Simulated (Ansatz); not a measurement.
# Ru: geometry relaxation (part 3 of 3)

The same run, continued: Ru (slab, 16 atoms in the cell); DFT PBE, scalar-relativistic, plane waves, PAW, no spin polarisation (Ansatz 0.2.0); cutoff 420 eV, 4×4×1 k-mesh, Gaussian smearing of 0.1 eV. The structure derives from an entry of the Crystallography Open Database. The input holds or restrains some coordinates. Forces given for the steps count only the free coordinates. It belongs to a series of runs on one base structure; here: clean slab, lower planes held.

Geometry of the input (Å; fractional positions):
```
5.4401  0.0000  0.0000
-2.7200  4.7112  0.0000
0.0000  0.0000  22.4452
Ru 0.3333  0.1667  0.3564
Ru 0.3333  0.6667  0.3564
Ru 0.8333  0.1667  0.3564
Ru 0.8333  0.6667  0.3564
Ru 0.1667  0.3333  0.4521
Ru 0.1667  0.8333  0.4521
Ru 0.6667  0.3333  0.4521
Ru 0.6667  0.8333  0.4521
Ru 0.3333  0.1667  0.5479
Ru 0.3333  0.6667  0.5479
Ru 0.8333  0.1667  0.5479
Ru 0.8333  0.6667  0.5479
Ru 0.1667  0.3333  0.6436
Ru 0.1667  0.8333  0.6436
Ru 0.6667  0.3333  0.6436
Ru 0.6667  0.8333  0.6436
```

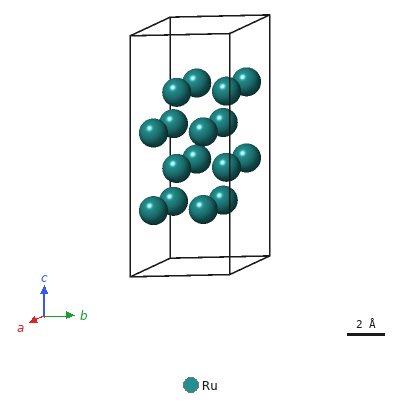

Figure 1. The geometry at step 4 of the log (spheres-only view of the cell of the calculation, with the vacuum cut short, seen slightly off an axis).

## Key numbers

| quantity | value |
| --- | --- |
| outcome | converged under the restraints of the input |
| electrons treated | 256 |
| free energy | −94050.4647 eV |
| work function, top face | 4.93 eV |
| work function, bottom face | 4.98 eV |
| Fermi energy | 5.874 eV |
| gap on the k-point mesh | none (metallic) |
| final volume | 575.25 Å³ |
| work function (upper face) | 4.93 eV |
| largest force (length of the vector) at the end, held atoms and coordinates included | 0.721 eV/Å |
| hardware | 4 threads of Intel Xeon @ 2.90GHz (Ice Lake), 32 GiB of memory available, shared host |
| wall time | 29 s (CPU time 90 s) |
| peak memory | 1.6 GiB |
